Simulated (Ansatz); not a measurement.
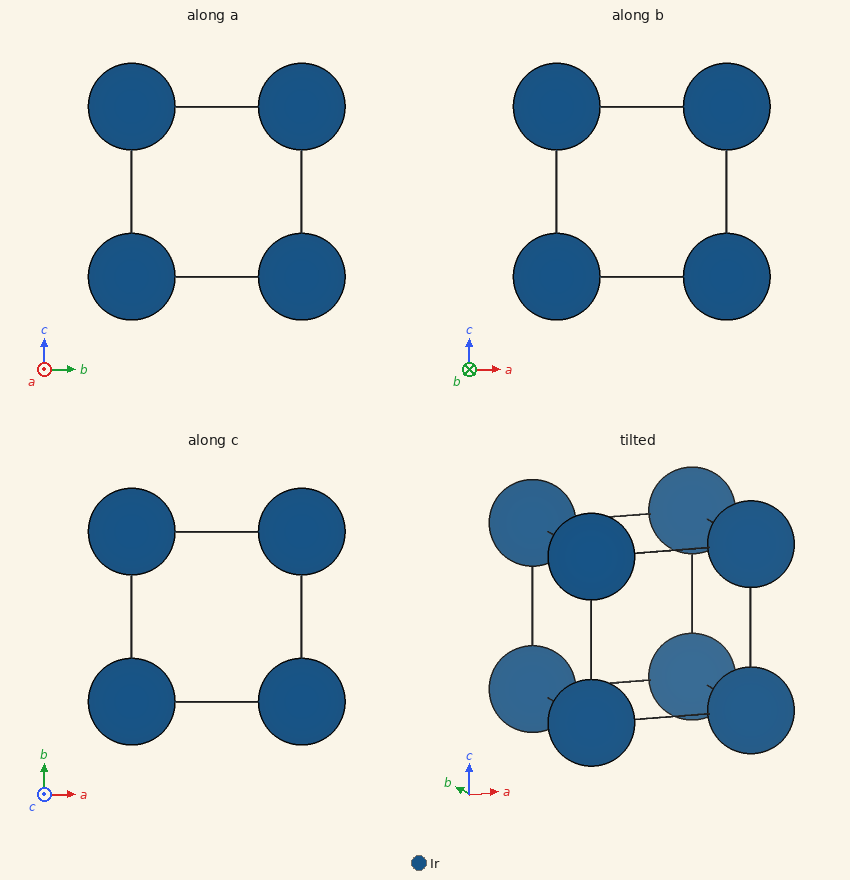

Spheres-only drawing of the structure, looking along the a axis, along the b axis, along the c axis and slightly off an axis. The lines enclose the conventional unit cell; boundary atoms appear with their images.

Lattice parameters: a = 2.5371 Å, b = 2.5371 Å, c = 2.5371 Å, α = 90.000°, β = 90.000°, γ = 90.000°.

Question: Write down what is shown as a CIF in P1 with every atom of the cell.

Answer:
```cif
data_structure
_symmetry_space_group_name_H-M 'P 1'
_symmetry_Int_Tables_number 1
_cell_length_a 2.5371
_cell_length_b 2.5371
_cell_length_c 2.5371
_cell_angle_alpha 90.000
_cell_angle_beta 90.000
_cell_angle_gamma 90.000
_cell_volume 16.33
loop_
_atom_site_label
_atom_site_type_symbol
_atom_site_fract_x
_atom_site_fract_y
_atom_site_fract_z
_atom_site_occupancy
Ir1 Ir 0.0000 0.0000 0.0000 1
```

The cell started as a structure type filled with this element by a generator (whether the element takes this form wasn't checked). Earlier steps of the study may have refined or changed the cell and positions. A calculation with Ansatz used it as input.

At this level of theory the cell isn't at rest (compressed, at 11 GPa), so its distances can differ from those at equilibrium, the more so the softer the solid.
